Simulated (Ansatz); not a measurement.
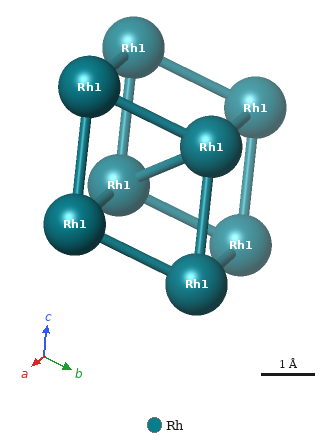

The structure (ball-and-stick view of the reduced cell, seen slightly off an axis; atoms are numbered from 1 in the order of the input). An atom can appear more than once, as a periodic image. Near neighbours in the periodic cell (some may lie outside the picture): Rh has 8 Rh at 2.61 Å.

**What a change does: single-point calculation on Rh**

System: Rh (1 atom in the cell).
Method of run A: DFT PBEsol, scalar-relativistic, plane waves, PAW, no spin polarisation (Ansatz 0.2.0).

The structure derives from an entry of the Crystallography Open Database. Text and figures count atoms from 1; the logs count them from 0 in places.

**The input, run A**
```yaml
crystal:
  lattice:
    - [0.0, 2.1345251593, 1.5091092876]
    - [2.1345251593, 0.0, 1.5091092876]
    - [2.1345251593, 2.1345251593, 0.0]
  atoms:
    - { symbol: Rh, position: [0.0, 0.0, 0.0] }
basis:
  ecutwfc: 420
kpoints:
  mp_grid: { grid: [24, 24, 24] }
hamiltonian:
  xc: pbesol
scf:
  occupations: { method: gaussian, width: 0.15 }
output:
  forces: true
  stress: true
  eigenvalues: true
  write_density: true
  write_potential: true
  elf: true
  volumetric_format: npy
```

Launched with:
```bash
ansatz run input.yaml --threads 1 --pin off --max-ram 2560MiB --backend cpu --events-out ev --progress --plain --runs-dir out
```

Hardware: 1 thread of Intel Xeon (Sapphire Rapids), 32 GiB of memory available, shared host.

**Output, shortened to warnings, some set-up lines, iterations and results (run A)**
```
Basis set: ecut = 420 eV, 249 PW (Γ), exchange–correlation on 36×36×48 points (8 copies of the dense FFT grid, shifted against one another)
Symmetry: 16 space group operations
k-points: 1063 of 13824
Initial density: superposition of atomic densities (neutral atoms: chi_scale 0, normalization atom), corrected by the library's trained network
[...]
SCF iter   1: F=—  HF=-6338.370310 eV  |F-HF|=—  |Δ(HF+E_count)|=         —  Δρ=1.00e-2  dr2=1.04e-2  ethr=1.77e-3  ⟨swp⟩=4.7  Hψ=73992  notcnv=0
SCF iter   2: F=—  HF=-6338.367622 eV  |F-HF|=—  |Δ(HF+E_count)|=   2.69e-3  Δρ=3.77e-3  dr2=1.05e-3  ethr=6.14e-5  ⟨swp⟩=2.6  Hψ=29086  notcnv=0
SCF iter   3: F=—  HF=-6338.367339 eV  |F-HF|=—  |Δ(HF+E_count)|=   2.83e-4  Δρ=1.56e-3  dr2=6.39e-5  ethr=6.17e-6  ⟨swp⟩=2.3  Hψ=19828  notcnv=0
SCF iter   4: F=—  HF=-6338.367347 eV  |F-HF|=—  |Δ(HF+E_count)|=   8.28e-6  Δρ=1.00e-4  dr2=4.36e-7  ethr=3.76e-7  ⟨swp⟩=2.0  Hψ=22660  notcnv=0
SCF iter   5: F=-6338.367347 eV  HF=-6338.367347 eV  |F-HF|=1.74e-8  |Δ(HF+E_count)|=   5.63e-8  Δρ=3.12e-5  dr2=3.82e-8  ethr=2.57e-9  ⟨swp⟩=2.3  Hψ=22508  notcnv=0
SCF iter   6: F=-6338.367347 eV  HF=-6338.367347 eV  |F-HF|=1.07e-9  |Δ(HF+E_count)|=   8.39e-9  Δρ=7.60e-6  dr2=2.00e-9  ethr=2.24e-10  ⟨swp⟩=6.3  Hψ=72142  notcnv=0
SCF 1 converged in 6 iterations: F = -6338.367347 eV  dr2 = 2.00e-9
SCF converged after 6 iterations
Free energy (F): -6338.367347 eV
Harris-Foulkes:  -6338.367347 eV  (|F-HF|=1.07e-9)
Internal energy: -6338.338085 eV  (E = F + TS)
E sigma→0 (E₀):  -6338.352716 eV
Entropy (-TS):   -0.029263 eV (-29.263 meV/atom)
Fermi energy:    22.069854 eV
--- Per-component energies (eV) ---
  E_band       = -85.306435
  E_kinetic    = 574.147028
  E_local      = -1566.954728  (includes V_loc(G=0)·N_el)
  E_nonlocal   = 357.652592
  E_hartree    = 550.093104
  E_xc         = -220.542648
  E_vxc        = -277.872850  (∫ρ·V_xc dr)
  E_paw        = -3524.388919  (= ΣΔE_a)
  E_vpaw       = -272.466550  (= ΣTr[D̂ρ^β])
  E_aug_tail   = 0.000839  (compensation charges beyond the density's cutoff)
  E_ewald      = -2508.621553
  E_core_change = 0.276200  (= ΣΔE_core)
  E_smearing   = -0.029263  (= −TS)
  E_closure    = 0.000000  (closes the sum)
  Σ components = -6338.367347   (vs F -6338.367347, Δ=0.00e0)
--- Forces (eV/Å), atoms counted from 1 ---
  atom   1  Rh     0.00000000     0.00000000     0.00000000
  max |Σ_I F_I| component: 4.93e-32 eV/Å
--- Stress (GPa, compression-positive) ---
        2.943407       0.000000       0.000000
        0.000000       2.943407       0.000000
        0.000000       0.000000       2.889615
  P = ⅓ Tr σ = 2.9255 GPa (29.255 kbar)
```

For run B the input was changed thus:
```diff
-    - [0.0, 2.1345251593, 1.5091092876]
-    - [2.1345251593, 0.0, 1.5091092876]
-    - [2.1345251593, 2.1345251593, 0.0]
+    - [0.0, 2.0657426451, 1.6112792631]
+    - [2.0657426451, 0.0, 1.6112792631]
+    - [2.0657426451, 2.0657426451, 0.0]
```

Predict how the results change.

With the same functional and potentials, run B lies 82.1 meV per atom lower. The pressure goes from 2.93 to 1.16 GPa. The number of SCF iterations is the same. The plane waves at Γ go from 249 to 273.

**Output, shortened to warnings, some set-up lines, iterations and results (run B)**
```
Basis set: ecut = 420 eV, 273 PW (Γ), exchange–correlation on 36×36×40 points (8 copies of the dense FFT grid, shifted against one another)
Symmetry: 16 space group operations
k-points: 1063 of 13824
Initial density: superposition of atomic densities (neutral atoms: chi_scale 0, normalization atom), corrected by the library's trained network
[...]
SCF iter   1: F=—  HF=-6338.454849 eV  |F-HF|=—  |Δ(HF+E_count)|=         —  Δρ=1.85e-2  dr2=1.95e-2  ethr=1.77e-3  ⟨swp⟩=4.7  Hψ=74783  notcnv=0
SCF iter   2: F=—  HF=-6338.449928 eV  |F-HF|=—  |Δ(HF+E_count)|=   4.92e-3  Δρ=5.27e-3  dr2=1.62e-3  ethr=1.15e-4  ⟨swp⟩=2.5  Hψ=29459  notcnv=0
SCF iter   3: F=—  HF=-6338.449491 eV  |F-HF|=—  |Δ(HF+E_count)|=   4.37e-4  Δρ=2.40e-3  dr2=1.29e-4  ethr=9.52e-6  ⟨swp⟩=2.5  Hψ=20965  notcnv=0
SCF iter   4: F=—  HF=-6338.449476 eV  |F-HF|=—  |Δ(HF+E_count)|=   1.44e-5  Δρ=6.74e-4  dr2=9.65e-6  ethr=7.59e-7  ⟨swp⟩=1.0  Hψ=13622  notcnv=0
SCF iter   5: F=—  HF=-6338.449478 eV  |F-HF|=—  |Δ(HF+E_count)|=   1.83e-6  Δρ=7.09e-5  dr2=1.31e-7  ethr=5.68e-8  ⟨swp⟩=2.0  Hψ=22446  notcnv=0
SCF iter   6: F=-6338.449478 eV  HF=-6338.449478 eV  |F-HF|=6.24e-10  |Δ(HF+E_count)|=   9.37e-8  Δρ=9.78e-6  dr2=2.22e-9  ethr=5.88e-10  ⟨swp⟩=8.1  Hψ=80884  notcnv=0
SCF 1 converged in 6 iterations: F = -6338.449478 eV  dr2 = 2.22e-9
SCF converged after 6 iterations
Free energy (F): -6338.449478 eV
Harris-Foulkes:  -6338.449478 eV  (|F-HF|=6.24e-10)
Internal energy: -6338.425733 eV  (E = F + TS)
E sigma→0 (E₀):  -6338.437606 eV
Entropy (-TS):   -0.023745 eV (-23.745 meV/atom)
Fermi energy:    22.113387 eV
--- Per-component energies (eV) ---
  E_band       = -85.948909
  E_kinetic    = 573.878842
  E_local      = -1566.432673  (includes V_loc(G=0)·N_el)
  E_nonlocal   = 357.312495
  E_hartree    = 549.711663
  E_xc         = -220.555088
  E_vxc        = -277.889479  (∫ρ·V_xc dr)
  E_paw        = -3524.236550  (= ΣΔE_a)
  E_vpaw       = -272.241919  (= ΣTr[D̂ρ^β])
  E_aug_tail   = 0.000804  (compensation charges beyond the density's cutoff)
  E_ewald      = -2508.381426
  E_core_change = 0.276200  (= ΣΔE_core)
  E_smearing   = -0.023745  (= −TS)
  E_closure    = 0.000000  (closes the sum)
  Σ components = -6338.449478   (vs F -6338.449478, Δ=0.00e0)
--- Forces (eV/Å), atoms counted from 1 ---
  atom   1  Rh    -0.00000000     0.00000000     0.00000000
  max |Σ_I F_I| component: 1.34e-31 eV/Å
--- Stress (GPa, compression-positive) ---
       -7.424247       0.000000      -0.000000
        0.000000      -7.424247      -0.000000
       -0.000000      -0.000000      18.322964
  P = ⅓ Tr σ = 1.1582 GPa (11.582 kbar)
```

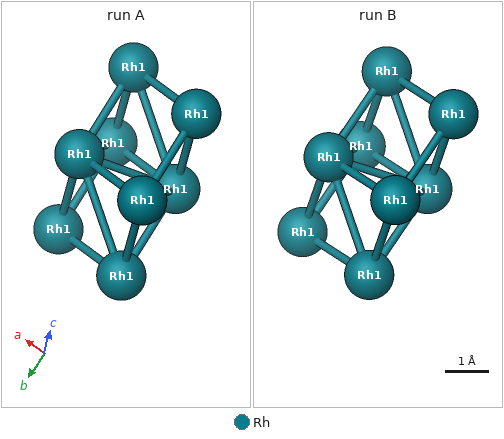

The two input geometries at one scale (ball-and-stick view of the reduced cell, seen at an oblique angle). No atom moves by more than 0.005 Å relative to the cell. The drawn cell changes at constant volume: a = b = c 2.614 → 2.620 Å (+0.2 %), α 109.5° → 112.2°, β 109.5° → 112.2°, γ 109.5° → 104.1°. Among the contacts that change: Rh1–Rh1 3.019 → 2.921 Å.

**The two runs side by side**

```csv
quantity,run A,run B
outcome,converged,converged
free energy per atom (eV),−6338.3673,−6338.4495
"energy per atom, smearing taken to zero (eV)",−6338.3527,−6338.4376
gap on the mesh (eV),0.00,0.00
pressure (GPa),2.93,1.16
largest force (eV/Å),0.000,0.000
SCF iterations,6,6
irreducible k-points,1063,1063
plane waves at Γ,249,273
wall time (shared host),9.6 s,9.7 s
```
